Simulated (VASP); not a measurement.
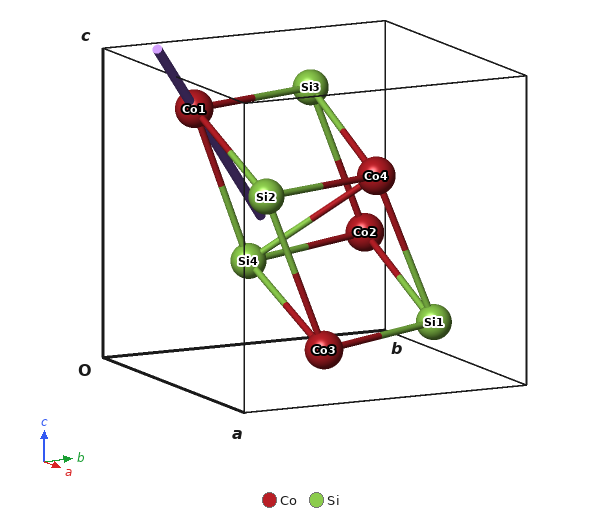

For CoSi, the geometry relaxed with VASP Kohn-Sham DFT of a periodic cell, PBE, VASP PAW PBE potentials, minimal, release 54 (VASP 6.6.1): the coloured rod is the axis of a symmetry operation of the crystal. All values are computed from the atomic coordinates in the standard setting (tolerance 0.002 Å).

a = 4.430 Å, b = 4.430 Å, c = 4.430 Å, α = 90.00°, β = 90.00°, γ = 90.00°.

```
atom       x       y       z
 Co1  0.3548  0.1452  0.8548
 Co2  0.1452  0.8548  0.3548
 Co3  0.8548  0.3548  0.1452
 Co4  0.6452  0.6452  0.6452
 Si1  0.6568  0.8432  0.1568
 Si2  0.8432  0.1568  0.6568
 Si3  0.1568  0.6568  0.8432
 Si4  0.3432  0.3432  0.3432
```

Take the operation x, y, z → −y+1/2, −z+1, x+1/2.

Q: What kind of operation is it, and where does it lie?

A: It is a 3-fold rotation, about the line along [1 −1 1] through (1/6, 1/3, 2/3).

Q: Onto which atom does it carry each atom (up to whole multiples of a, b and c)?

A: Co1 → Co1, Co2 → Co4, Co3 → Co2, Co4 → Co3, Si1 → Si1, Si2 → Si4, Si3 → Si2, Si4 → Si3.

Q: What is the crystal's space group?

A: P2₁3, No. 198.
